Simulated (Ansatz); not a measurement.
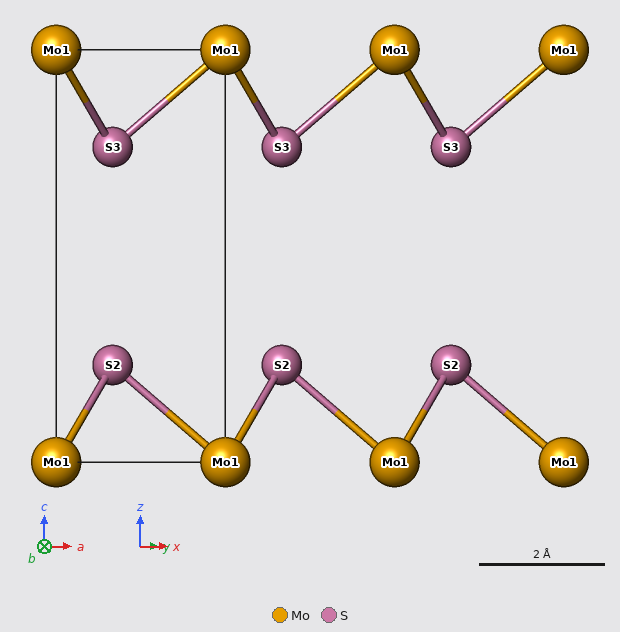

A crystal of MoS$_{2}$ (P-6m2): the cell is strained in shear in the xz plane, with the atoms kept at their fractional coordinates. x, y and z are the Cartesian axes of the input. The picture shows the reference cell. A ball-and-stick model of the cell of the calculation, repeated 3 × 2 × 1 with one cell outlined, seen along the b axis.

Method: Ansatz 0.2.0, DFT PBE+D3(BJ), scalar-relativistic, plane waves, PAW. (plane-wave cutoff 420 eV; k-point mesh 12 × 12 × 4; occupations gaussian; smearing width 0.05 eV; no spin polarisation). Energies (free energies at the smearing named) are counted from the relaxed crystal.

```xyz
3
Lattice="3.1497 0.0000 0.0000 -1.5749 2.7277 0.0000 0.0000 0.0000 6.6475" Properties=species:S:1:pos:R:3 pbc="T T T"
Mo    0.0000    0.0000    0.0000
S     0.0000    1.8185    1.5666
S     0.0000    1.8185    5.0809
```

**Give the energy at each point (the strain: −0.040, −0.030, −0.020, −0.010, 0.000, 0.005, 0.010, 0.015, 0.020, 0.025, 0.030, 0.035, 0.040).**

```tsv
engineering shear strain	ΔE (meV/atom)
−0.040	11.9
−0.030	6.7
−0.020	3.0
−0.010	0.7
0.000	0.0
0.005	0.2
0.010	0.7
0.015	1.7
0.020	3.0
0.025	4.7
0.030	6.7
0.035	9.1
0.040	11.9
```

Points that are alike by symmetry were computed once.

The lowest computed point lies at the strain 0.00 (0.0 meV/atom). At the ends of the scan the energy is 11.9 meV/atom (−0.04) and 11.9 meV/atom (0.04). The curvature at zero strain, (1/V) d²E/dε², is about 130 GPa; it is C₅₅ with clamped ions. The distortion takes the space group from P-6m2 to C2. At the strain −0.04 the cell of the drawing goes a 3.150 → 3.150 Å, c 6.648 → 6.649 Å, α 90.0° → 88.9°, β 90.0° → 92.3°.

The computed profile (hollow markers are points alike by symmetry):

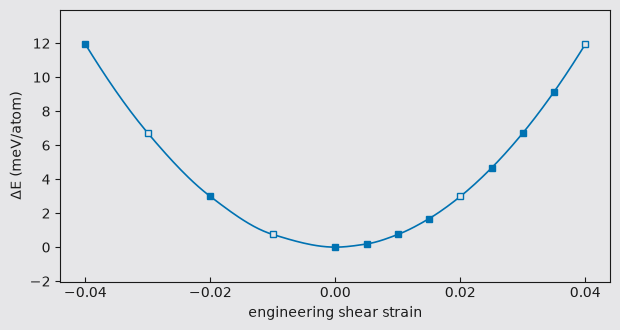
